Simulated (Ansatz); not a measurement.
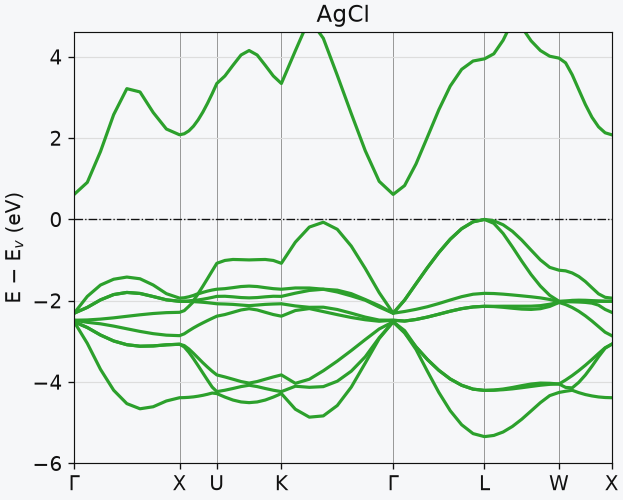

Simulated data, not a measurement (program: Ansatz).

Band structure. Energies are counted from the top of the valence band. The path runs straight from each named point to the next.

What lattice type does the k path imply?

Answer. A face-centred cubic lattice: the path Γ–X–U–K–Γ–L–W–X runs through the special points of its Brillouin zone.

This input was run:

```
crystal:
  lattice:
    - [0.0, 2.77254562, 2.77254562]
    - [2.77254562, 0.0, 2.77254562]
    - [2.77254562, 2.77254562, 0.0]
  atoms:
    - { symbol: Ag, position: [0.0, 0.0, 0.0] }
    - { symbol: Cl, position: [0.5, 0.5, 0.5] }
  symmetry: { tolerance: 0.0003 }
kpoints:
  mp_grid: { grid: [10, 10, 10], shift: [0, 0, 0] }
  band_path:
    path:
      - [0.0, 0.0, 0.0]
      - [0.5, 0.0, 0.5]
      - [0.625, 0.25, 0.625]
      - [0.375, 0.375, 0.75]
      - [0.0, 0.0, 0.0]
      - [0.5, 0.5, 0.5]
      - [0.5, 0.25, 0.75]
      - [0.5, 0.0, 0.5]
    npoints: 8
magnetization:
  spin_polarized: false
scf:
  occupations: { method: fermi_dirac }
  lower_state_search: "off"
  max_iter: 200
hamiltonian:
  pseudopotentials: { kind: paw }
  xc: lda
basis:
  ecutwfc: 420
  fft_grid_basis: typed
output:
  forces: true
  stress: true
  eigenvalues: true
  bader: true
  populations: true
  elf: true
  write_potential: true
  volumetric_format: npy
  dos:
    e_range: [-12, 8]
    de: 0.05
    projected: { site_lists: { Ag: [Ag], Cl: [Cl] } }
checkpoint:
  read: saved_state
```

Is there a gap? Give its size, its kind and where the band edges lie.

Answer. A semiconductor. The gap along this path is 0.61 eV and indirect, from the valence-band top at L to the conduction-band bottom at Γ; the smallest direct gap is 2.74 eV, between K and Γ.

How many bands meet at the valence-band top?

Answer. Two bands meet at the valence-band top at L: it is doubly degenerate (spin aside).

What are the direct gaps at K, L and U?

Answer. The direct gaps are 4.42 eV at K, 3.95 eV at L and 4.42 eV at U.

The cell is at −6 GPa in this functional.
